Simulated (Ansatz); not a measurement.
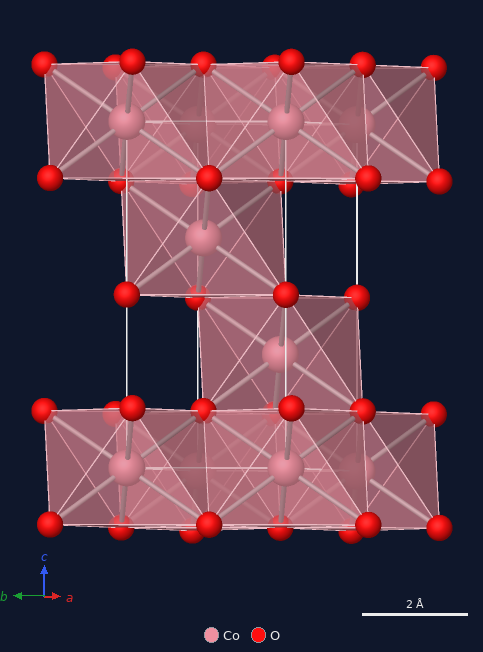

Reference structure: crystalline CoO (set up in R-3m). A polyhedral model of the conventional cell (3 times the calculation's cell), seen from a free direction. Lengths and directions refer to the drawn axes.

The calculation used Ansatz, DFT PBEsol, scalar-relativistic, plane waves, PAW. (plane-wave cutoff 420 eV; k-point mesh 18 × 18 × 18; occupations gaussian; smearing width 0.1 eV; collinear spin)

Now this is done to it. The volume is changed by +6.0 %. The cell's shape and the atoms are relaxed at that volume.

### Predict the response.

It costs 15.6 meV per atom. The pressure goes from 0.0 to −8.9 GPa. The absolute magnetisation per cell goes from 2.74 to 2.93 μB (net moment 2.72 and 2.91 μB). Both are metals. Cell: a = b 3.056 → 3.085 Å (+0.9 %), c 6.644 → 6.911 Å (+4.0 %). Volume +6.0 %. No atom moves by more than 0.005 Å relative to the cell. Near-neighbour distances before and after: Co–O 2.083 → 2.121 Å. The space group stays R-3m (No. 166).

The changed structure in the same view:

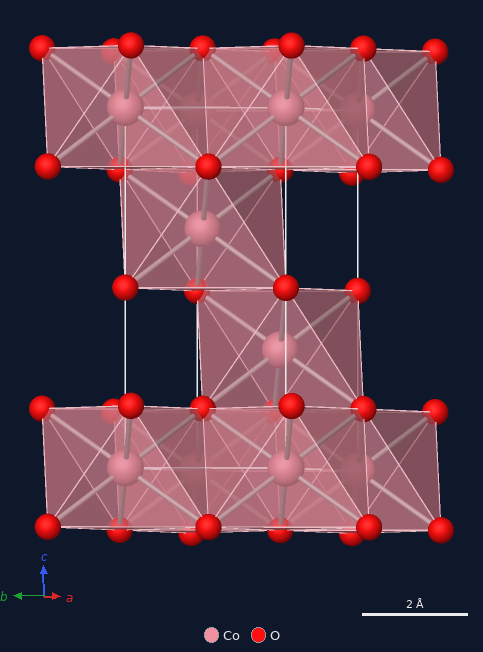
